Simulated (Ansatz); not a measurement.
# Run report: Al3Ni4, geometry relaxation (part 2 of 2)

The same run, continued: Al3Ni4 (slab, 7 atoms in the cell); DFT PBEsol, scalar-relativistic, plane waves, PAW, no spin polarisation (Ansatz 0.2.0); cutoff 420 eV, 10×10×1 k-mesh, Gaussian smearing of 0.1 eV. The structure derives from an entry of the Crystallography Open Database. The input holds or restrains some coordinates. Forces given for the steps count only the free coordinates. It belongs to a series of runs on one base structure; here: clean slab, lower half held.

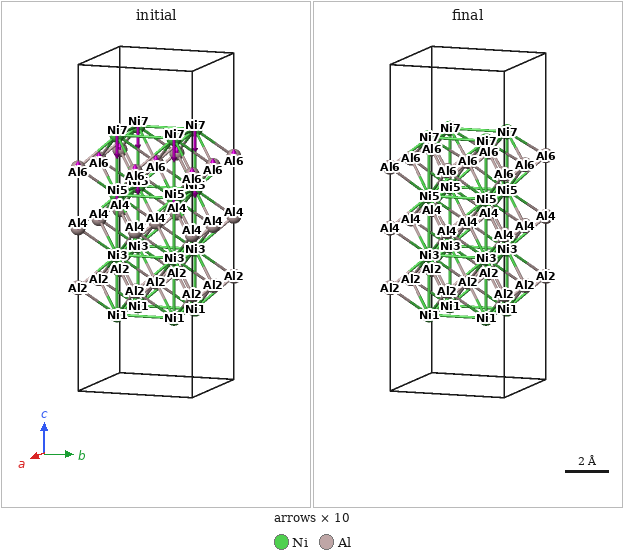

**Figure 1.** Before (left) and after (right) the restrained relaxation, at one scale (ball-and-stick view of the 2 × 2 repeat of the cell, with the vacuum cut short, seen slightly off an axis). The pink arrows give the displacements, magnified 10 times. The energy falls by 69.1 meV per cell of the calculation in 3 geometry steps. The largest force component goes from 0.98 to 0.0081 eV/Å. The atom that moves furthest is Ni7 (0.12 Å). By element the largest moves are Ni 0.12 Å, Al 0.04 Å. The lattice vectors keep their values. Distances before and after: Al6–Ni7 2.479 → 2.394 Å, Ni5–Ni7 2.862 → 2.790 Å, Ni5–Al6 2.479 → 2.526 Å, Ni3–Ni5 2.862 → 2.818 Å. (Atoms are counted from 1 in the order of the input.)

```
WARN: The output density's exchange-correlation potential varies sharply where the density is thin. Do not read a vacuum level from v_tot or v_xc, or from such a field of the output density. On a cell that repeats whose density bears no net charge and no dipole along the vacuum's axis use v_es (v_loc + v_h of the components); under efield.dipole_correction with no amplitude use v_es + v_field, which holds any external_charges[].barrier, or the levels of the report's work_function block, which leave it out; under a non-zero efield.amplitude the vacuum is tilted and has no level; on a cell that repeats and bears such a dipole with no correction it is tilted too, and efield.dipole_correction with no amplitude gives each side of its ramp a level where efield: is served; in a cell that repeats whose density bears a net charge (total_charge, or a fill off its count) it is curved and has none; of a slab under crystal.periodic whose density bears no net charge use v_es, which has a level on each side, short of where the two are joined; of another it falls or rises all the way out and has none; of a slab beside external_charges read slab_vacuum_level instead, which it has where they leave it neutral. The grid or the basis barely resolves most such structure, and the values can differ between equally converged runs; as a rule a tighter scf.convergence.dr2_threshold does not remove it. Where the density itself ripples (under the LDA too) a higher basis.ecutwfc lessens it. The files hold the spikes' plane waves up to the density's cutoff. Files: v_tot_of_output_density and the like, and their columns of v_z.tsv (output.write_potential); v_xc_of_output_density and the like, and their columns of v_comp_z.tsv (output.write_potential_components). Measured: with its Gaussian average of σ = 0.25 Å subtracted twice, the exchange-correlation potential is over 0.1 eV at 1 of the grid points where the equally averaged density (valence and model cores) is under 1e-3 e/Å³, and 0.125 eV at the most among them, at an averaged density of 5.7e-9 e/Å³. See output.write_potential in the manual, Limitations
SCF converged after 9 iterations
Free energy (F): -24795.032221 eV
Harris-Foulkes:  -24795.032221 eV  (|F-HF|=1.69e-9)
Internal energy: -24795.008537 eV  (E = F + TS)
E sigma→0 (E₀):  -24795.020379 eV
Entropy (-TS):   -0.023684 eV (-3.383 meV/atom)
Fermi energy:    2.763178 eV
Dipole field:    D = -0.001236 V/Å  (p = -0.001432 e·Å, saw-weighted, corrected)
Work function:   Φ+ = 4.7891 eV   Φ− = 4.7574 eV
Levels:          The Fermi level and band energies are counted from a zero that moves with the ramp; work functions are not
--- Per-component energies (eV) ---
  E_band       = -2242.493308
  E_kinetic    = 1216.537808
  E_local      = -121962.095402  (includes V_loc(G=0)·N_el)
  E_nonlocal   = 2595.772389
  E_hartree    = 59287.558230
  E_xc         = -456.456975
  E_vxc        = -525.039610  (∫ρ·V_xc dr)
  E_paw        = -7764.532486  (= ΣΔE_a)
  E_vpaw       = -2142.780719  (= ΣTr[D̂ρ^β])
  E_aug_tail   = 0.001677  (compensation charges beyond the density's cutoff)
  E_efield     = 0.000001  (sawtooth field / dipole correction)
  E_vefield    = -0.003489  (∫n·V_field dr)
  E_ewald      = 42287.359649
  E_core_change = 0.846572  (= ΣΔE_core)
  E_smearing   = -0.023684  (= −TS)
  E_closure    = 0.000000  (closes the sum)
  Σ components = -24795.032221   (vs F -24795.032221, Δ=0.00e0)
--- Forces (eV/Å), atoms counted from 1 ---
  atom   1  Ni     0.00000000     0.00000000     0.74235266
  atom   2  Al    -0.00000000     0.00000000    -1.01435936
  atom   3  Ni    -0.00000000     0.00000000     0.27064175
  atom   4  Al    -0.00000000     0.00000000     0.00469112
  atom   5  Ni     0.00000000     0.00000000    -0.00807204
  atom   6  Al     0.00000000     0.00000000     0.00087656
  atom   7  Ni    -0.00000000     0.00000000     0.00387310
  max |Σ_I F_I| component: 3.79e-6 eV/Å
--- Band table (eV; the first three rows and the last of 21) ---
  k-point 0: bands = ["-100.2472", "-100.1975", "-99.5707", "-99.4419", "-60.8122", "-60.8122", "-60.7785", "-60.7580", "-60.7580", "-60.7334", "-60.1424", "-60.1424", "-60.1078", "-60.0156", "-59.9912", "-59.9912", "-8.0942", "-6.9525", "-5.3476", "-3.2558", "-1.2735", "-0.4463", "-0.2121", "-0.1768", "-0.1047", "0.5082", "0.6430", "0.6430", "0.7593", "1.0162", "1.0162", "1.2360", "1.3250", "1.7368", "1.7368", "1.8854", "1.8854", "1.9891", "2.0688", "2.1109", "2.2176", "3.3050", "5.1278", "6.7562", "7.4380", "8.0831", "8.5271", "8.8883", "8.8883"]
  k-point 1: bands = ["-100.2470", "-100.1974", "-99.5705", "-99.4417", "-60.8146", "-60.8120", "-60.7783", "-60.7603", "-60.7578", "-60.7332", "-60.1447", "-60.1422", "-60.1076", "-60.0154", "-59.9935", "-59.9910", "-7.9094", "-6.7743", "-5.1897", "-3.0754", "-1.1737", "-0.4477", "-0.1701", "-0.1625", "-0.0367", "0.4818", "0.6217", "0.6580", "0.7940", "0.9439", "1.0268", "1.1592", "1.2540", "1.6164", "1.7426", "1.7529", "1.8927", "1.9334", "2.1299", "2.1646", "2.2274", "3.4716", "5.2945", "6.9321", "7.2407", "7.6418", "8.2777", "8.4224", "8.7229"]
  k-point 2: bands = ["-100.2466", "-100.1970", "-99.5701", "-99.4413", "-60.8208", "-60.8115", "-60.7777", "-60.7666", "-60.7573", "-60.7327", "-60.1508", "-60.1417", "-60.1071", "-60.0149", "-59.9995", "-59.9906", "-7.3611", "-6.2472", "-4.7302", "-2.5507", "-0.9273", "-0.5592", "-0.2145", "-0.0775", "0.1430", "0.4093", "0.5471", "0.6973", "0.8008", "0.9474", "0.9669", "1.0429", "1.0938", "1.4117", "1.5429", "1.7275", "1.8212", "1.9052", "2.0371", "2.1993", "2.4627", "3.8491", "4.8471", "6.0314", "6.2795", "7.5151", "7.6620", "8.1800", "8.8431"]
  k-point 20: bands = ["-100.2440", "-100.1944", "-99.5676", "-99.4388", "-60.8349", "-60.8349", "-60.7806", "-60.7806", "-60.7741", "-60.7292", "-60.1646", "-60.1646", "-60.1038", "-60.0130", "-60.0130", "-60.0116", "-2.3678", "-1.7639", "-1.2543", "-1.2543", "-0.7735", "-0.7735", "-0.3967", "-0.3582", "-0.3187", "-0.3187", "-0.0695", "0.5642", "1.0724", "1.0724", "1.6606", "1.7563", "1.8176", "1.8585", "1.8585", "2.0762", "2.4221", "2.5977", "3.0151", "3.0151", "4.3824", "4.7519", "4.7817", "4.7817", "4.9306", "5.5857", "5.7007", "5.7007", "6.0177"]
--- Relaxed structure (4 steps of the walk, 4 accepted, 0 SCFs on fresh bases) ---
  F+E_penalty+E_count = -24795.03222138 eV   max|allowed force component| = 8.072e-3 eV/Å
  atoms:
    - { symbol: Ni, position: [0.5, 0.5, 0.3322064802] }
    - { symbol: Al, position: [0.0, 0.0, 0.38813765350000007] }
    - { symbol: Ni, position: [0.5, 0.5, 0.44406882670000003] }
    - { symbol: Al, position: [1.2650380365331305e-32, 0.0, 0.4996573164889169] }
    - { symbol: Ni, position: [0.5, 0.5, 0.5541960751178683] }
    - { symbol: Al, position: [-1.335018864086027e-31, 0.0, 0.6132469342627748] }
    - { symbol: Ni, position: [0.5, 0.5, 0.663224300865712] }
```

### Trajectory as extended XYZ (Å, eV, eV/Å), 4 frames, from step=1 to step=4
```
7
Lattice="2.8622 0.0000 0.0000 0.0000 2.8622 0.0000 0.0000 0.0000 25.5865" Properties=species:S:1:pos:R:3:forces:R:3 step=1 energy=-24794.96316
Ni    1.4311    1.4311    8.5000    0.0000   0.0000   0.7426
Al    0.0000    0.0000    9.9311    0.0000   0.0000  -0.9817
Ni    1.4311    1.4311   11.3622    0.0000   0.0000   0.3258
Al    0.0000    0.0000   12.7932    0.0000   0.0000   0.0000
Ni    1.4311    1.4311   14.2243    0.0000   0.0000  -0.3258
Al    0.0000    0.0000   15.6554    0.0000   0.0000   0.9817
Ni    1.4311    1.4311   17.0865    0.0000   0.0000  -0.7426
7
Lattice="2.8622 0.0000 0.0000 0.0000 2.8622 0.0000 0.0000 0.0000 25.5865" Properties=species:S:1:pos:R:3:forces:R:3 step=2 energy=-24795.00883
Ni    1.4311    1.4311    8.5000    0.0000   0.0000   0.7391
Al    0.0000    0.0000    9.9311    0.0000   0.0000  -0.9948
Ni    1.4311    1.4311   11.3622    0.0000   0.0000   0.2997
Al    0.0000    0.0000   12.7872    0.0000   0.0000   0.0359
Ni    1.4311    1.4311   14.2102    0.0000   0.0000  -0.2424
Al    0.0000    0.0000   15.6669    0.0000   0.0000   0.5816
Ni    1.4311    1.4311   17.0303    0.0000   0.0000  -0.4188
7
Lattice="2.8622 0.0000 0.0000 0.0000 2.8622 0.0000 0.0000 0.0000 25.5865" Properties=species:S:1:pos:R:3:forces:R:3 step=3 energy=-24795.03210
Ni    1.4311    1.4311    8.5000    0.0000   0.0000   0.7419
Al    0.0000    0.0000    9.9311    0.0000   0.0000  -1.0146
Ni    1.4311    1.4311   11.3622    0.0000   0.0000   0.2696
Al    0.0000    0.0000   12.7838    0.0000   0.0000   0.0085
Ni    1.4311    1.4311   14.1811    0.0000   0.0000  -0.0340
Al    0.0000    0.0000   15.6865    0.0000   0.0000   0.0173
Ni    1.4311    1.4311   16.9647    0.0000   0.0000   0.0111
7
Lattice="2.8622 0.0000 0.0000 0.0000 2.8622 0.0000 0.0000 0.0000 25.5865" Properties=species:S:1:pos:R:3:forces:R:3 step=4 energy=-24795.03222
Ni    1.4311    1.4311    8.5000    0.0000   0.0000   0.7424
Al    0.0000    0.0000    9.9311    0.0000   0.0000  -1.0144
Ni    1.4311    1.4311   11.3622    0.0000   0.0000   0.2706
Al    0.0000    0.0000   12.7845    0.0000   0.0000   0.0047
Ni    1.4311    1.4311   14.1799    0.0000   0.0000  -0.0081
Al    0.0000    0.0000   15.6908    0.0000   0.0000   0.0009
Ni    1.4311    1.4311   16.9696    0.0000   0.0000   0.0039
```

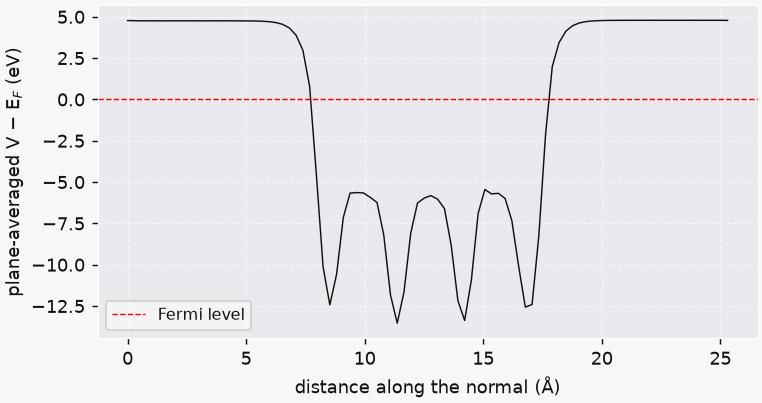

**Figure 2.** Plane average of the electrostatic potential energy of an electron across the cell, from the Fermi level. The vacuum level lies 4.79 eV above the Fermi level on the upper side and 4.76 eV on the lower.

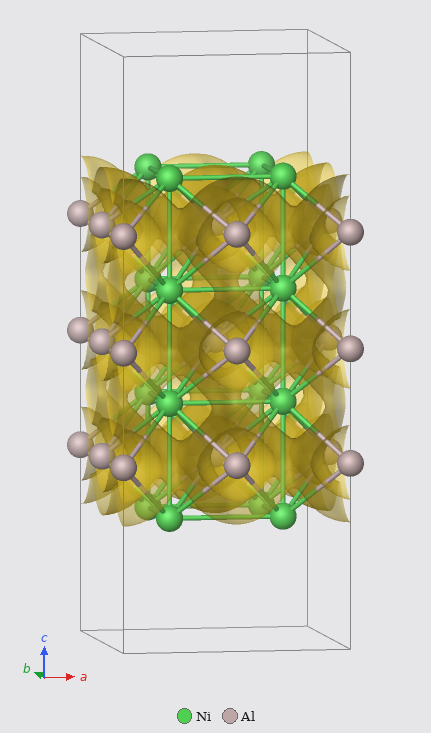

**Figure 3.** Isosurface of the ELF at 0.45 (yellow), seen at an oblique angle. Core shells and regions of very low density are left out. Sticks mark near contacts. Profiles from the grid: Al–Ni (2.39 Å): the ELF is about 0.40 at the midpoint, which marks nearly free electrons, as in a simple metal. Ni–Ni (2.79 Å): the ELF is about 0.30 at the midpoint (no localised pair between them). In a PAW calculation such maps are meaningful between the atoms, not at the nuclei.

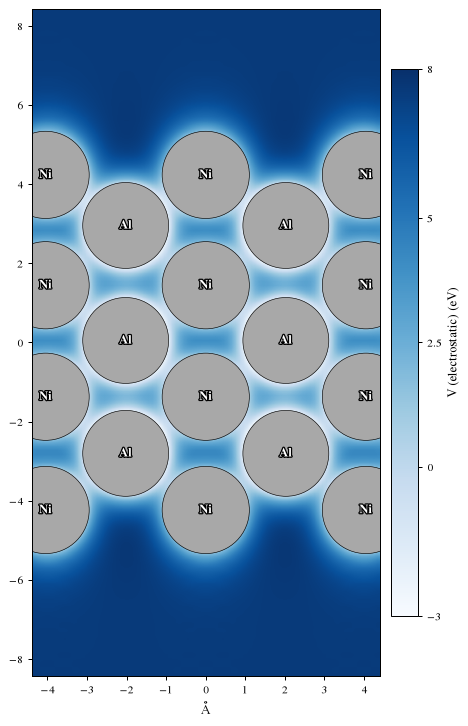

**Figure 4.** Electrostatic potential (local pseudopotential plus Hartree) felt by an electron on the (110) plane of the calculation cell, a cut from vacuum to vacuum. Grey discs, where drawn, cover atomic cores. Atoms in the plane: Ni and Al.

The run was set up as follows.

### Input
```yaml
crystal:
  lattice:
    - [2.8621655562, 0.0, 0.0]
    - [0.0, 2.8621655562, 0.0]
    - [0.0, 0.0, 25.5864966686]
  atoms:
    - { symbol: Ni, position: [0.5, 0.5, 0.3322064802] }
    - { symbol: Al, position: [0.0, 0.0, 0.3881376535] }
    - { symbol: Ni, position: [0.5, 0.5, 0.4440688267] }
    - { symbol: Al, position: [0.0, 0.0, 0.5] }
    - { symbol: Ni, position: [0.5, 0.5, 0.5559311733] }
    - { symbol: Al, position: [0.0, 0.0, 0.6118623465] }
    - { symbol: Ni, position: [0.5, 0.5, 0.6677935198] }
basis:
  ecutwfc: 420
kpoints:
  mp_grid: { grid: [10, 10, 1] }
hamiltonian:
  xc: pbesol
scf:
  occupations: { method: gaussian, width: 0.1 }
output:
  forces: true
  eigenvalues: true
  write_density: true
  write_potential: true
  elf: true
  volumetric_format: npy
relax:
  adjacent_minimum: "off"
  f_tol: 0.03
  max_steps: 70
  constraints: [{ sites: [0, 1, 2] }]
efield:
  axis: 3
  dipole_correction: true
  ramp_width: 0.04
```

Launch command:
```bash
ansatz run input.yaml --threads 2 --pin off --max-ram 5120MiB --backend cpu --events-out ev --progress --plain --runs-dir out
```

### Results in brief

| quantity | value |
| --- | --- |
| outcome | converged under the restraints of the input |
| electrons treated | 81 |
| free energy | −24795.0322 eV |
| work function, top face | 4.79 eV |
| work function, bottom face | 4.76 eV |
| Fermi energy | 2.763 eV |
| gap on the k-point mesh | none (metallic) |
| final volume | 209.60 Å³ |
| work function (upper face) | 4.79 eV |
| largest force (length of the vector) at the end, held atoms and coordinates included | 1.014 eV/Å |
| hardware | 2 threads of Intel Xeon @ 2.50GHz (Skylake/Cascade Lake), 192 GiB of memory available, shared host |
| wall time | 61 s (CPU time 2 min) |
| peak memory | 0.59 GiB |

### Remarks

The program warns: the exchange-correlation potential is rough where the density is thin. The run has no spin polarisation, so a magnetic state may lie lower.
